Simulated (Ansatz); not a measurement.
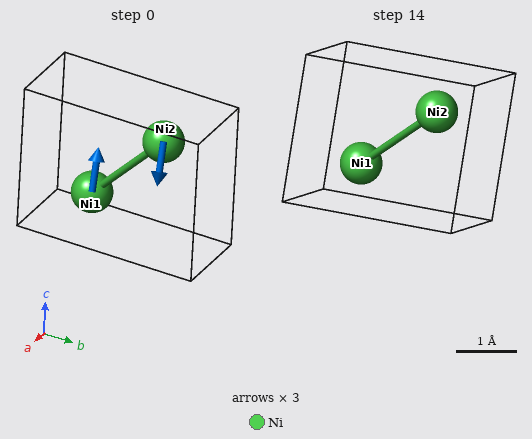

The structure of a crystal of Ni (built on the Bi_12 type) (coarse preliminary run) before (left) and after (right) a relaxation, at one scale. The blue arrows give the displacements (the part carried along by the change of the cell is left out), 3 times their true length.

The picture is a ball-and-stick view of the cell of the calculation, seen slightly off an axis.

Case: Bi type (C2/m, No. 12).

Level of theory: Ansatz 0.2.0, DFT PBE, scalar-relativistic, plane waves, PAW. (plane-wave cutoff 420 eV; k-point mesh 6 × 6 × 8; occupations gaussian; smearing width 0.1 eV; collinear spin; cell and atoms relaxed; force threshold 0.04 eV/Å; at most 70 steps)

What changed between the two?

The energy falls by 0.854 eV per cell of the calculation in 12 accepted moves (14 points after the start). Largest force component: 0.6 eV/Å at the start, under 0.0001 eV/Å at the end. The pressure goes from 21.84 to 0.00 GPa. The SCF was repeated twice at an unchanged geometry on a basis and grid sized afresh for the cell, which shifted the energy by 68.5 meV per cell of the calculation at most. The largest moves relative to the cell, 0.26 Å, are those of Ni1 and Ni2. Ni1 goes along +c. The drawn cell changes as follows: a = b 3.159 → 2.954 Å (−6.5 %), c 2.305 → 2.525 Å (+9.6 %), α 104.9° → 90.0°, β 104.9° → 90.0°, γ 85.0° → 90.0°; the volume changes by +2.6 %. Near-neighbour distances that change, for instance: Ni1–Ni2 3.282 → 2.441 Å, Ni1–Ni2 (another image) 2.681 → 2.441 Å, Ni1–Ni2 (another image) 2.203 → 2.440 Å, Ni1–Ni1 2.305 → 2.525 Å. New bonds form: Ni1–Ni2 (3.28 → 2.44 Å). The space group (tolerance 0.01 Å) goes from C2/m (No. 12) to I4/mmm (No. 139).
